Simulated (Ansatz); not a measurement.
Run report: Al₃Ni₂, single-point calculation

The run: single-point calculation of Al₃Ni₂ (P-3m1, 5 atoms in the cell). Method and program: DFT r2SCAN, scalar-relativistic, plane waves, PAW, no spin polarisation (Ansatz 0.2.0).

The structure derives from a Materials Project entry. It belongs to a series of runs on one base structure; here: strain +0.000 along x and y, +0.050 along z, atoms carried along. Figures and captions count atoms from 1; the log counts them from 0 in places.

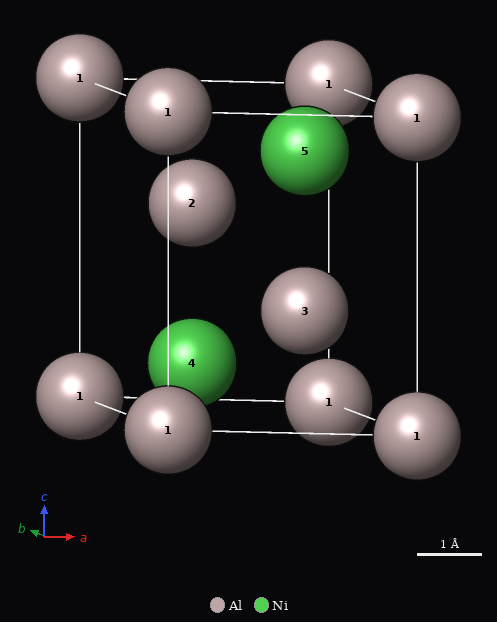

*The input geometry (spheres-only view of the cell of the calculation, seen slightly off an axis; atoms are numbered from 1 in the order of the input). An atom can appear more than once, as a periodic image.*

Key numbers:

```tsv
quantity	value
outcome	converged
space group (tolerance 0.01 Å)	P-3m1 (164)
electrons treated	45
free energy	−13314.8810 eV
Fermi energy	10.595 eV
gap on the k-point mesh	none (metallic)
pressure	−6.42 GPa
largest force (length of the vector)	0.148 eV/Å
hardware	2 threads of AMD EPYC (Zen 3), 189 GiB of memory available, shared host
wall time	58 s (CPU time 1.9 min)
peak memory	0.72 GiB
```

Notes:

The run has no spin polarisation, so a magnetic state may lie lower.

Input:
```yaml
crystal:
  lattice:
    - [4.0067213623, 0.0, 0.0]
    - [-2.0033606812, 3.4699224857, 0.0]
    - [0.0, 0.0, 5.1046033833]
  atoms:
    - { symbol: Al, position: [0.0, 0.0, 0.0] }
    - { symbol: Al, position: [0.3333333333, 0.6666666667, 0.6484376367] }
    - { symbol: Al, position: [0.6666666667, 0.3333333333, 0.3515623633] }
    - { symbol: Ni, position: [0.3333333333, 0.6666666667, 0.1462123372] }
    - { symbol: Ni, position: [0.6666666667, 0.3333333333, 0.8537876628] }
basis:
  ecutwfc: 500
kpoints:
  mp_grid: { grid: [12, 12, 10] }
hamiltonian:
  xc: r2scan
scf:
  occupations: { method: gaussian, width: 0.15 }
output:
  forces: true
  stress: true
  eigenvalues: true
  write_density: true
  write_potential: true
  elf: true
  volumetric_format: npy
```

Run as:
```bash
ansatz run input.yaml --threads 2 --pin off --max-ram 5120MiB --backend cpu --events-out ev --progress --plain --runs-dir out
```

Log:
```
Engine: ansatz 0.2.0, x86_64-unknown-linux-gnu
Pseudopotentials: kind: paw
Pseudopotential: Al, paw, valence charge 3, recommended cutoff 500 eV (meta_gga), Al.paw.azcp
Pseudopotential: Ni, paw, valence charge 18, recommended cutoff 500 eV (meta_gga), Ni.paw.azcp
Functional definition: r2SCAN
  parameter k0 = 0.174
  parameter k1 = 0.065
  parameter a1 = 4.9479
  exchange = r2scan_x(k0 = k0, k1 = k1, a1 = a1)
  correlation = r2scan_c
Crystal: 5 atoms, lattice volume = 70.969 Å³
Basis set: ecut = 500 eV, 1813 PW (Γ), exchange–correlation on 120×120×160 points (64 copies of the dense FFT grid, shifted against one another)
Bands: 28, of which v1, the nominal top of the filled ones, is band 23 counted from 1 (22 counted from 0)
Symmetry: 12 space group operations
Space group: P-3m1 (ITA 164), of the structure as read, at distance tolerance 4.1e-5 Å
k-points: 162 of 1440
Non-local potential: Al, projectors of the file, l = 0: 2, l = 1: 2, l = 2: 1
Non-local potential: Ni, projectors of the file, l = 0: 3, l = 1: 2, l = 2: 3, l = 3: 1
PAW form: soft (Blöchl's): semilocal exchange-correlation on the pseudo side does not see the compensation charge
PAW frozen core: Al, regenerated for the run's functional (the file was generated under x = pbe(κ = 0.804, μ = 0.2195149727645171), c = pbe(β = 0.06672455060314922))
PAW frozen core: Ni, regenerated for the run's functional (the file was generated under x = pbe(κ = 0.804, μ = 0.2195149727645171), c = pbe(β = 0.06672455060314922))
PAW one-centre angular grid: Al, 302 points (default); XC on 160 Gauss nodes
PAW one-centre angular grid: Ni, 590 points (default); XC on 160 Gauss nodes
Initial density: superposition of atomic densities (neutral atoms: chi_scale 0, normalization atom), corrected by the library's trained network
Initial wavefunctions: pseudopotential atomic-orbital guess
Functional: x = r2scan, c = r2scan; τ floored in thin density (d = 2e-4 eV/Å³)
SCF iter   1: F=—  HF=-13314.803951 eV  |F-HF|=—  |Δ(HF+E_count)|=         —  Δρ=2.82e-2  dr2=5.16e-1  dr2_τ=1.17e-1  ethr=1.77e-3  ⟨swp⟩=6.0  Hψ=20371  notcnv=0
preconditioner: auto → Kerker (q_TF=auto, 2.529 Å⁻¹)  [metal: Δε(μ)=0.026 eV  Ē_g=6.894 eV  σ=0.150 eV  W_gap=0.10  n_scr=22 (ndim 8)  ℏωp=23.7 eV  f_vac=0.000  D(μ)=1.28/eV (n_scr^D=2)]
SCF iter   2: F=—  HF=-13314.953465 eV  |F-HF|=—  |Δ(HF+E_count)|=   1.50e-1  Δρ=3.45e-2  dr2=4.92e-1  dr2_τ=2.87e-3  ethr=1.15e-3  ⟨swp⟩=2.6  Hψ=8687  notcnv=0  defer=175
SCF iter   3: F=—  HF=-13314.885273 eV  |F-HF|=—  |Δ(HF+E_count)|=   6.82e-2  Δρ=3.15e-3  dr2=1.13e-2  dr2_τ=8.83e-5  ethr=1.09e-3  ⟨swp⟩=2.0  Hψ=6599  notcnv=0  defer=175
SCF iter   4: F=—  HF=-13314.880882 eV  |F-HF|=—  |Δ(HF+E_count)|=   4.39e-3  Δρ=3.19e-3  dr2=4.08e-3  dr2_τ=2.62e-5  ethr=2.52e-5  ⟨swp⟩=2.0  Hψ=8263  notcnv=0  defer=171
SCF iter   5: F=—  HF=-13314.880932 eV  |F-HF|=—  |Δ(HF+E_count)|=   4.93e-5  Δρ=6.08e-4  dr2=2.91e-4  dr2_τ=2.43e-5  ethr=9.06e-6  ⟨swp⟩=2.8  Hψ=7930  notcnv=0  defer=171
SCF iter   6: F=—  HF=-13314.880942 eV  |F-HF|=—  |Δ(HF+E_count)|=   1.01e-5  Δρ=9.74e-4  dr2=4.05e-4  dr2_τ=2.18e-6  ethr=6.46e-7  ⟨swp⟩=2.0  Hψ=6542  notcnv=0  defer=171
SCF iter   7: F=—  HF=-13314.880978 eV  |F-HF|=—  |Δ(HF+E_count)|=   3.66e-5  Δρ=8.81e-5  dr2=6.14e-6  dr2_τ=6.49e-8  ethr=6.46e-7  ⟨swp⟩=2.4  Hψ=6508  notcnv=0  defer=171
SCF iter   8: F=—  HF=-13314.880980 eV  |F-HF|=—  |Δ(HF+E_count)|=   2.08e-6  Δρ=4.04e-5  dr2=1.24e-6  dr2_τ=1.04e-8  ethr=1.37e-8  ⟨swp⟩=2.5  Hψ=7412  notcnv=0  defer=171
SCF iter   9: F=-13314.880980 eV  HF=-13314.880980 eV  |F-HF|=3.81e-8  |Δ(HF+E_count)|=  1.49e-10  Δρ=9.06e-6  dr2=8.15e-8  dr2_τ=2.29e-9  ethr=2.22e-10  ⟨swp⟩=11.6  Hψ=36633  notcnv=0
SCF 1 converged in 9 iterations: F = -13314.880980 eV  dr2 = 8.15e-8
  greatest PAW one-centre occupation: 1.001 electrons in one spin orbital (limit 2), on the Ni atom at site 4 (counted from 0), in its partial waves of l = 1
```

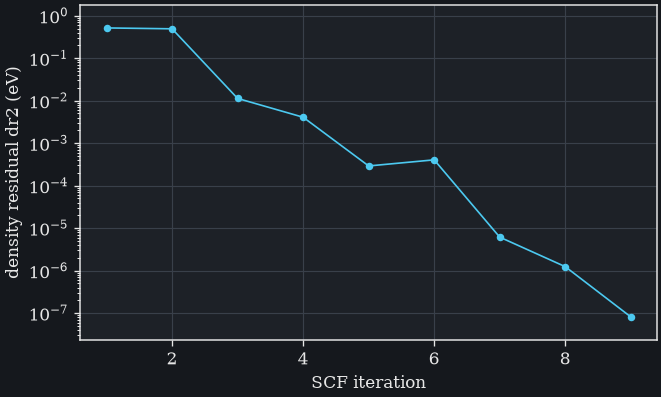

*Convergence of the self-consistent field: density residual dr2 against the SCF iteration.*

The residual falls almost steadily, with no more than small rises.

```
SCF converged after 9 iterations
Free energy (F): -13314.880980 eV
Harris-Foulkes:  -13314.880980 eV  (|F-HF|=3.81e-8)
Internal energy: -13314.866804 eV  (E = F + TS)
E sigma→0 (E₀):  -13314.873892 eV
Entropy (-TS):   -0.014176 eV (-2.835 meV/atom)
Fermi energy:    10.595172 eV
--- Per-component energies (eV) ---
  E_band       = -834.591023
  E_kinetic    = 640.381187
  E_local      = -10427.818522  (includes V_loc(G=0)·N_el)
  E_nonlocal   = 1307.709198
  E_hartree    = 4545.325579
  E_xc         = -269.709758
  E_vxc        = -331.351332  (∫ρ·V_xc dr)
  E_paw        = -4710.033650  (= ΣΔE_a)
  E_vpaw       = -1136.154857  (= ΣTr[D̂ρ^β])
  E_aug_tail   = 0.000464  (compensation charges beyond the density's cutoff)
  E_vtau       = 22.021546  (kinetic-family band-sum trace: ∫τ·v_τ [+ j·A + Jᵃ·Aᵃ] dr)
  E_ewald      = -4399.940841
  E_core_change = -0.780461  (= ΣΔE_core)
  E_smearing   = -0.014176  (= −TS)
  E_closure    = 0.000000  (closes the sum)
  Σ components = -13314.880980   (vs F -13314.880980, Δ=0.00e0)
--- Forces (eV/Å), atoms counted from 1 ---
  atom   1  Al    -0.00000000     0.00000000     0.00000000
  atom   2  Al     0.00000000    -0.00000000     0.14756500
  atom   3  Al    -0.00000000     0.00000000    -0.14756500
  atom   4  Ni    -0.00000000     0.00000000     0.01727918
  atom   5  Ni     0.00000000    -0.00000000    -0.01727918
  max |Σ_I F_I| component: 2.78e-17 eV/Å
--- Stress (GPa, compression-positive) ---
       -3.291664       0.000000      -0.000000
        0.000000      -3.291664       0.000000
       -0.000000       0.000000     -12.674447
  P = ⅓ Tr σ = -6.4193 GPa (-64.193 kbar)
--- Band table (eV; the first three rows and the last of 162) ---
  k-point 0: bands = ["-96.3417", "-96.3373", "-55.2742", "-55.2674", "-55.2674", "-55.2602", "-55.2495", "-55.2495", "-0.2296", "5.0471", "5.3928", "7.0426", "7.0426", "7.6916", "7.6916", "8.5161", "8.5161", "8.7997", "9.0132", "9.0132", "9.3349", "12.1073", "12.1073", "14.0483", "14.0483", "15.6997", "15.7466", "17.6189"]
  k-point 1: bands = ["-96.3417", "-96.3373", "-55.2742", "-55.2674", "-55.2674", "-55.2602", "-55.2495", "-55.2495", "-0.1716", "4.3760", "5.9557", "7.0352", "7.0352", "7.6838", "7.6838", "8.5345", "8.5345", "8.7606", "9.0131", "9.0131", "9.5942", "12.1715", "12.1715", "14.0721", "14.0721", "15.6485", "15.8162", "17.0309"]
  k-point 2: bands = ["-96.3417", "-96.3373", "-55.2742", "-55.2674", "-55.2674", "-55.2602", "-55.2495", "-55.2495", "0.0005", "3.5488", "6.4656", "7.0164", "7.0164", "7.6633", "7.6633", "8.5873", "8.5873", "8.7185", "9.0076", "9.0076", "10.2832", "12.3626", "12.3626", "14.1354", "14.1354", "15.5800", "15.9359", "16.2107"]
  k-point 161: bands = ["-96.3395", "-96.3395", "-55.2744", "-55.2744", "-55.2704", "-55.2514", "-55.2514", "-55.2469", "4.6566", "4.8611", "4.8611", "5.3244", "5.3244", "6.2564", "7.9833", "7.9833", "8.0905", "8.6471", "8.8235", "8.8235", "8.9392", "9.2014", "9.2014", "10.5209", "16.4128", "17.2279", "17.2279", "18.2885"]
```

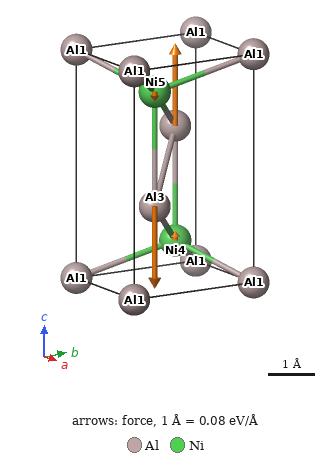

*Forces on the atoms as orange arrows (ball-and-stick view of the cell of the calculation, seen slightly off an axis; atoms are numbered from 1 in the order of the input).*

The largest act on Al2, Al3 (0.15 eV/Å). The geometry is not a stationary point of this energy.

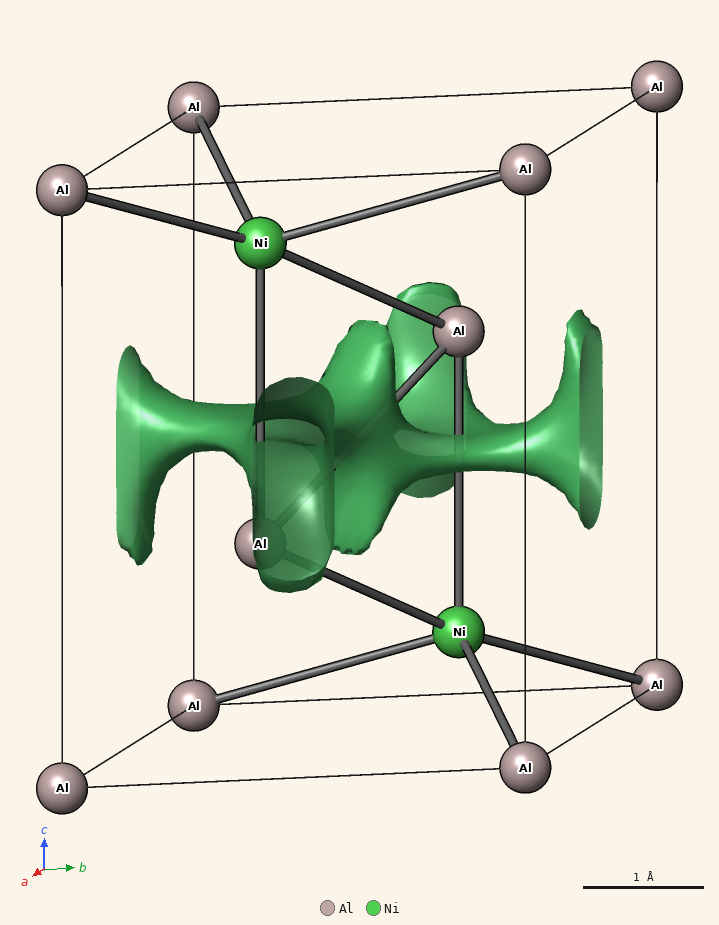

*Isosurface of the electron localisation function at 0.65 (green), seen slightly off an axis. Only the valence region is drawn (cores and ρ < 0.01 e/Å³ removed). Sticks mark near contacts. The outline is the cell set on symmetry axes.*

Values along the shortest contacts: Al–Ni (2.43 Å): the ELF is about 0.40 at the midpoint, as expected for nearly free electrons, as in a simple metal. Ni–Ni (2.75 Å): the ELF is about 0.35 at the midpoint; no shared electron pair. In a PAW calculation such maps are meaningful between the atoms, not at the nuclei.

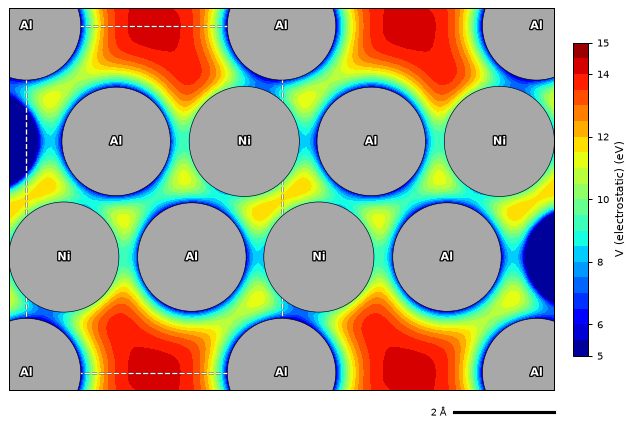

*Electrostatic potential (local pseudopotential plus Hartree) felt by an electron on the (110) plane of the conventional cell. Grey discs, where drawn, cover atomic cores.*

Outside the cores the potential energy rises away from the atoms and is highest about 2.4 Å from the nearest atoms; outside the discs it spans about 9 eV, and its zero is arbitrary.

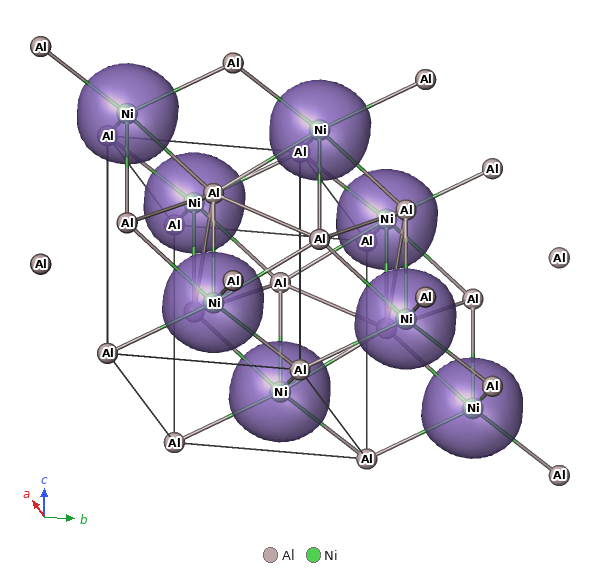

*Isosurface of the valence electron density at 0.4 e/Å³ (purple), seen at an oblique angle. Sticks mark near contacts. The outline is the cell set on symmetry axes.*

At this value the density breaks into separate islands; it holds about 70 % of the electrons treated as valence (semicore included). It is pinched off along the Al–Ni (2.43 Å), Ni–Ni (2.75 Å), Al–Al (2.77 Å) and Al–Ni (2.54 Å) contacts. On the grid the lowest density along these lines, outside the cores, is 0.27 e/Å³ (Al–Ni, 2.43 Å), 0.26 e/Å³ (Ni–Ni, 2.75 Å), 0.22 e/Å³ (Al–Al, 2.77 Å) and 0.25 e/Å³ (Al–Ni, 2.54 Å).
